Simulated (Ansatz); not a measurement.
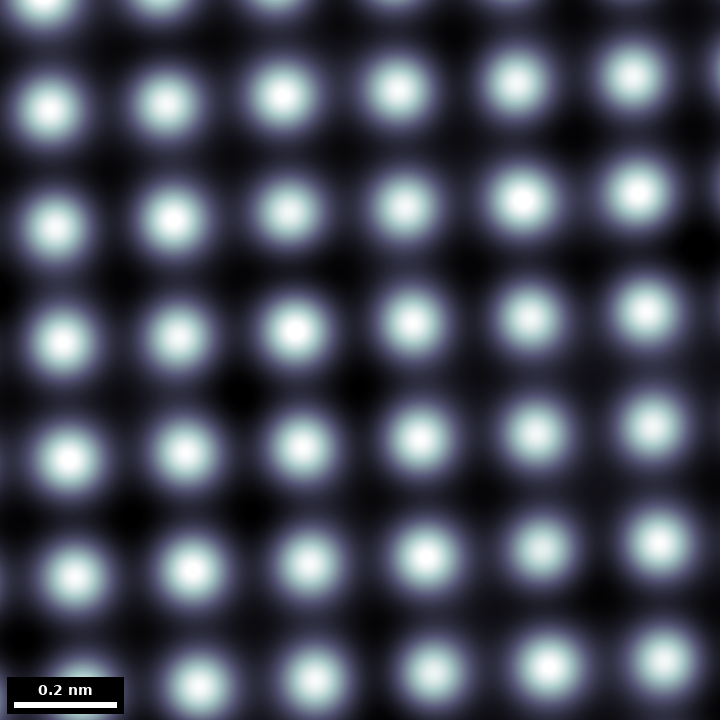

An image along [001] of one of the structures below (computed or model cells, partly hypothetical, each in its standard cell). Simulation: incoherent imaging, intensity Z^1.6 per atom, probe width 1.21 Å, thin sample. The probe carries 25 % of its weight in a tail 2.5 times as wide. The speckle of an amorphous layer was added.

A. Al
Space group P6_3/mmc (No. 194). a = 2.877 Å, b = 2.877 Å, c = 4.647 Å, α = 90.00°, β = 90.00°, γ = 120.00°
| atom | site | symmetry | x | y | z |
| --- | --- | --- | --- | --- | --- |
| Al | 2d | -6m2 | 0.3333 | 0.6667 | 0.7500 |

B. Al
Space group Im-3m (No. 229). a = 3.214 Å, b = 3.214 Å, c = 3.214 Å, α = 90.00°, β = 90.00°, γ = 90.00°
```tsv
atom	site	symmetry	x	y	z
Al	2a	m-3m	0.0000	0.0000	0.0000
```

C. Cu
Space group Fm-3m (No. 225). a = 3.629 Å, b = 3.629 Å, c = 3.629 Å, α = 90.00°, β = 90.00°, γ = 90.00°
| atom | site | symmetry | x | y | z |
| --- | --- | --- | --- | --- | --- |
| Cu | 4a | m-3m | 0.0000 | 0.0000 | 0.0000 |

D. Al
Space group Fm-3m (No. 225). a = 4.050 Å, b = 4.050 Å, c = 4.050 Å, α = 90.00°, β = 90.00°, γ = 90.00°
```csv
atom,site,symmetry,x,y,z
Al,4a,m-3m,0.0000,0.0000,0.0000
```

**Which structure was imaged?**

B, Al. Along [001] the projected cells are A 2.88 × 2.88 Å, 120°; B 2.27 × 2.27 Å, 90°; C 1.81 × 1.81 Å, 90°; D 2.03 × 2.03 Å, 90°. The image repeats as B does.

Structure B: the input geometry of a calculation; the starting structure was generated, so it need not be a known form of this composition.
